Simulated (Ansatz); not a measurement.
**Two runs on Pb**

System: Pb (P6₃/mmc, 2 atoms in the cell).
Method of the first run: Kohn-Sham DFT of a periodic cell, PBE0, Ansatz PAW, no spin polarisation (Ansatz 0.2.0).

The structure derives from an entry of the Crystallography Open Database. Text and figures count atoms from 1; the logs count them from 0 in places.

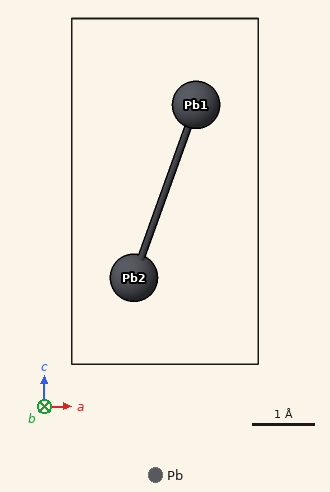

The input geometry (ball-and-stick view of the cell of the calculation, along the b axis; atoms are numbered from 1 in the order of the input). An atom can appear more than once, as a periodic image. Near neighbours in the periodic cell (some may lie outside the picture): Pb has 12 Pb at 3.44 to 3.48 Å.

**Input, the first run**
```yaml
crystal:
  lattice:
    - [3.48, 0.0, 0.0]
    - [-1.74, 3.0137684052, 0.0]
    - [0.0, 0.0, 5.59]
  atoms:
    - { symbol: Pb, position: [0.6666666667, 0.3333333333, 0.75] }
    - { symbol: Pb, position: [0.3333333333, 0.6666666667, 0.25] }
hamiltonian:
  xc: pbe0
  pseudopotentials: { kind: paw }
kpoints:
  mp_grid: { grid: [5, 5, 3] }
scf:
  occupations: { method: fermi_dirac, width: 0.05 }
output:
  forces: true
  stress: true
  eigenvalues: true
relax:
  f_tol: 0.01
  max_steps: 40
  cell: { stress_tol: 0.05 }
```

Hardware: 1 × NVIDIA H100 80GB HBM3, 2 threads of AMD EPYC (Zen 3), 1656 GiB of memory available, shared host.

**Output, shortened to warnings, some set-up lines, iterations and results (the first run)**
```
Basis set: ecut = 420 eV, 1117 PW (Γ), exchange–correlation on 48×48×80 points (8 copies of the dense FFT grid, shifted against one another)
Symmetry: 24 space group operations
k-points: 10 of 75
Initial density: superposition of atomic densities (neutral atoms: chi_scale 0, normalization atom), corrected by the library's trained network
[...]
SCF iter   1: F=—  HF=-23812.757871 eV  |F-HF|=—  |Δ(HF+E_count)|=         —  Δρ=1.22e-3  dr2=1.21e-3  ethr=1.77e-3  ⟨swp⟩=6.4  Hψ=740  notcnv=0
SCF iter   2: F=—  HF=-23812.758267 eV  |F-HF|=—  |Δ(HF+E_count)|=   3.96e-4  Δρ=6.47e-4  dr2=2.42e-4  ethr=4.31e-6  ⟨swp⟩=4.9  Hψ=561  notcnv=0  defer=1
SCF iter   3: F=—  HF=-23812.758334 eV  |F-HF|=—  |Δ(HF+E_count)|=   6.69e-5  Δρ=1.06e-4  dr2=6.17e-6  ethr=2.33e-8  ⟨swp⟩=4.1  Hψ=760  notcnv=0
SCF iter   4: F=—  HF=-23812.758335 eV  |F-HF|=—  |Δ(HF+E_count)|=   7.39e-7  Δρ=2.74e-5  dr2=2.24e-7  ethr=2.20e-8  ⟨swp⟩=3.4  Hψ=449  notcnv=0
SCF iter   5: F=—  HF=-23812.758335 eV  |F-HF|=—  |Δ(HF+E_count)|=   2.50e-7  Δρ=2.82e-6  dr2=2.48e-9  ethr=8.01e-10  ⟨swp⟩=4.1  Hψ=428  notcnv=0
[... 100 lines ...]
SCF 15 stopped early in 7 iterations: F = -23813.929353 eV  dr2 = 2.41e-11
SCF iter   1: F=—  HF=-23813.929354 eV  |F-HF|=—  |Δ(HF+E_count)|=         —  Δρ=1.04e-6  dr2=4.61e-10  ethr=4.35e-10  ⟨swp⟩=12.4  Hψ=636  notcnv=0
SCF iter   2: F=-23813.929354 eV  HF=-23813.929354 eV  |F-HF|=1.46e-11  |Δ(HF+E_count)|=  1.46e-11  Δρ=2.56e-7  dr2=1.06e-11  ethr=1.61e-12  ⟨swp⟩=3.9  Hψ=485  notcnv=0
SCF 16 converged in 2 iterations: F = -23813.929354 eV  dr2 = 1.06e-11
relax step   5: F+E_penalty+E_count = -23813.92935447 eV  Δ(F+E_penalty+E_count) = -3.445e-4 eV  max|allowed force component| = 2.313e-17 eV/Å  Δτ_max = 0.0000 Å  P = -0.003 …
basis re-selected at this cell: Δ(F+E_penalty+E_count) = -3.445e-4 eV, ΔP = -0.004 GPa vs the last step (what re-selecting the basis moved, of the pressure what is left beyond the Pulay correction that the steps carried, after the strain that the cell walked since its last selection, with what the …
hybrid SCF converged: 2 outer / 9 inner (+0 warm-up), last move |dexx| = 1.42e-10 eV, tail = 2.60e-11 eV
Stability not checked: this state was not tested for a lower state beside it, because the functional holds exact exchange (a hybrid, or Hartree-Fock), whose exchange loop this test does not read (fock_operator; see scf.lower_state_search)
Free energy (F): -23813.929354 eV
Frozen-core exchange: fock
Harris-Foulkes:  -23813.929354 eV  (|F-HF|=1.46e-11)
Internal energy: -23813.923726 eV  (E = F + TS)
E sigma→0 (E₀):  -23813.926540 eV
Entropy (-TS):   -0.005629 eV (-2.814 meV/atom)
Fermi energy:    10.163492 eV
--- Per-component energies (eV) ---
  E_band       = -139.641328
  E_kinetic    = 576.404960
  E_local      = -2064.128154  (includes V_loc(G=0)·N_el)
  E_nonlocal   = 699.092447
  E_hartree    = 822.233988
  E_xc         = -338.953656
  E_vxc        = -203.963848  (∫ρ·V_xc dr)
  E_exx        = -73.824808  (= α·E_x^exact, valence–valence)
  E_paw        = -20843.172148  (= ΣΔE_a)
  E_vpaw       = -643.865223  (= ΣTr[D̂ρ^β])
  E_aug_tail   = 0.000097  (compensation charges beyond the density's cutoff)
  E_ewald      = -2592.312597
  E_core_change = 0.736146  (= ΣΔE_core)
  E_smearing   = -0.005629  (= −TS)
  E_closure    = -0.000000  (closes the sum)
  Σ components = -23813.929354   (vs F -23813.929354, Δ=3.64e-12)
--- Forces (eV/Å), atoms counted from 1 ---
  atom   1  Pb    -0.00000000    -0.00000000    -0.00000000
  atom   2  Pb     0.00000000     0.00000000     0.00000000
  max |Σ_I F_I| component: 9.25e-18 eV/Å
--- Stress (GPa, compression-positive) ---
       -0.004669       0.000000       0.000000
        0.000000      -0.004669       0.000000
        0.000000       0.000000      -0.000071
  P = ⅓ Tr σ = -0.0031 GPa (-0.031 kbar)
--- Relaxed structure (4 steps of the walk, 4 accepted, 1 SCFs on fresh bases) ---
  F+E_penalty+E_count = -23813.92935447 eV   max|allowed force component| = 2.313e-17 eV/Å   (the final SCF, on the basis selected at the relaxed cell)
  cell:  # Å, volume = 62.1346 Å³
[...]
```

The input of the second run differs as follows (lines with − go, lines with + come):
```diff
-  xc: pbe0
+  xc: hse06
```

How does the second run compare with the first run?

The total energies belong to different methods, so their difference says nothing on which is more stable or more accurate. The volume per atom goes from 31.07 to 31.22 Å³. The functional changes from PBE0 to HSE06. On the same kind of shared host the second run took about 2.1 times as long.

**Output, shortened to warnings, some set-up lines, iterations and results (the second run)**
```
Basis set: ecut = 420 eV, 1117 PW (Γ), exchange–correlation on 48×48×80 points (8 copies of the dense FFT grid, shifted against one another)
Symmetry: 24 space group operations
k-points: 10 of 75
Initial density: superposition of atomic densities (neutral atoms: chi_scale 0, normalization atom), corrected by the library's trained network
[...]
SCF iter   1: F=—  HF=-23812.758004 eV  |F-HF|=—  |Δ(HF+E_count)|=         —  Δρ=1.21e-3  dr2=1.19e-3  ethr=1.77e-3  ⟨swp⟩=6.4  Hψ=740  notcnv=0
SCF iter   2: F=—  HF=-23812.758412 eV  |F-HF|=—  |Δ(HF+E_count)|=   4.08e-4  Δρ=6.42e-4  dr2=2.41e-4  ethr=4.24e-6  ⟨swp⟩=4.8  Hψ=556  notcnv=0  defer=2
SCF iter   3: F=—  HF=-23812.758481 eV  |F-HF|=—  |Δ(HF+E_count)|=   6.86e-5  Δρ=1.04e-4  dr2=5.93e-6  ethr=2.24e-8  ⟨swp⟩=4.3  Hψ=771  notcnv=0
SCF iter   4: F=—  HF=-23812.758482 eV  |F-HF|=—  |Δ(HF+E_count)|=   4.83e-7  Δρ=2.76e-5  dr2=2.27e-7  ethr=2.12e-8  ⟨swp⟩=3.4  Hψ=450  notcnv=0
SCF iter   5: F=—  HF=-23812.758482 eV  |F-HF|=—  |Δ(HF+E_count)|=   2.41e-7  Δρ=2.77e-6  dr2=2.34e-9  ethr=8.11e-10  ⟨swp⟩=4.1  Hψ=427  notcnv=0
[... 79 lines ...]
SCF 15 converged in 5 iterations: F = -23820.079044 eV  dr2 = 3.13e-12
SCF iter   1: F=—  HF=-23820.079045 eV  |F-HF|=—  |Δ(HF+E_count)|=         —  Δρ=8.35e-7  dr2=3.53e-10  ethr=3.08e-10  ⟨swp⟩=12.6  Hψ=635  notcnv=0
SCF iter   2: F=-23820.079045 eV  HF=-23820.079045 eV  |F-HF|=4.37e-11  |Δ(HF+E_count)|=  6.18e-11  Δρ=2.78e-7  dr2=8.00e-12  ethr=1.19e-12  ⟨swp⟩=3.9  Hψ=486  notcnv=0
SCF 16 converged in 2 iterations: F = -23820.079045 eV  dr2 = 8.00e-12
relax step   5: F+E_penalty+E_count = -23820.07904489 eV  Δ(F+E_penalty+E_count) = -3.038e-4 eV  max|allowed force component| = 4.163e-17 eV/Å  Δτ_max = 0.0000 Å  P = -0.005 …
basis re-selected at this cell: Δ(F+E_penalty+E_count) = -3.038e-4 eV, ΔP = -0.004 GPa vs the last step (what re-selecting the basis moved, of the pressure what is left beyond the Pulay correction that the steps carried, after the strain that the cell walked since its last selection, with what the …
hybrid SCF converged: 2 outer / 7 inner (+0 warm-up), last move |dexx| = 8.47e-11 eV, tail = 2.03e-11 eV
Stability not checked: this state was not tested for a lower state beside it, because the functional holds exact exchange (a hybrid, or Hartree-Fock), whose exchange loop this test does not read (fock_operator; see scf.lower_state_search)
Free energy (F): -23820.079045 eV
Frozen-core exchange: fock
Harris-Foulkes:  -23820.079045 eV  (|F-HF|=4.37e-11)
Internal energy: -23820.069745 eV  (E = F + TS)
E sigma→0 (E₀):  -23820.074395 eV
Entropy (-TS):   -0.009300 eV (-4.650 meV/atom)
Fermi energy:    10.084672 eV
--- Per-component energies (eV) ---
  E_band       = -130.391326
  E_kinetic    = 576.251666
  E_local      = -2070.142114  (includes V_loc(G=0)·N_el)
  E_nonlocal   = 698.866366
  E_hartree    = 824.686089
  E_xc         = -351.100761
  E_vxc        = -211.284775  (∫ρ·V_xc dr)
  E_exx        = -62.426994  (= α·E_x^exact, valence–valence)
  E_paw        = -20848.534776  (= ΣΔE_a)
  E_vpaw       = -648.600803  (= ΣTr[D̂ρ^β])
  E_aug_tail   = 0.000095  (compensation charges beyond the density's cutoff)
  E_ewald      = -2588.331141
  E_core_change = 0.661823  (= ΣΔE_core)
  E_smearing   = -0.009300  (= −TS)
  E_closure    = -0.000000  (closes the sum)
  Σ components = -23820.079045   (vs F -23820.079045, Δ=0.00e0)
--- Forces (eV/Å), atoms counted from 1 ---
  atom   1  Pb    -0.00000000     0.00000000    -0.00000000
  atom   2  Pb    -0.00000000    -0.00000000     0.00000000
  max |Σ_I F_I| component: 1.39e-17 eV/Å
--- Stress (GPa, compression-positive) ---
       -0.000004       0.000000       0.000000
        0.000000      -0.000004      -0.000000
        0.000000      -0.000000      -0.013609
  P = ⅓ Tr σ = -0.0045 GPa (-0.045 kbar)
--- Relaxed structure (4 steps of the walk, 4 accepted, 1 SCFs on fresh bases) ---
  F+E_penalty+E_count = -23820.07904489 eV   max|allowed force component| = 4.163e-17 eV/Å   (the final SCF, on the basis selected at the relaxed cell)
  cell:  # Å, volume = 62.4463 Å³
[...]
```

**The two runs side by side**

```csv
quantity,the first run,the second run
outcome,converged,converged
free energy per atom (eV),−11906.9647,−11910.0395
"energy per atom, smearing taken to zero (eV)",−11906.9633,−11910.0372
gap on the mesh (eV),0.00,0.00
pressure (GPa),0.00,0.00
volume per atom (Å³),31.07,31.22
largest force (eV/Å),0.000,0.000
irreducible k-points,10,10
wall time (shared host),38 s,82 s
```

For both runs: Spin–orbit coupling is left out, which matters for Pb.
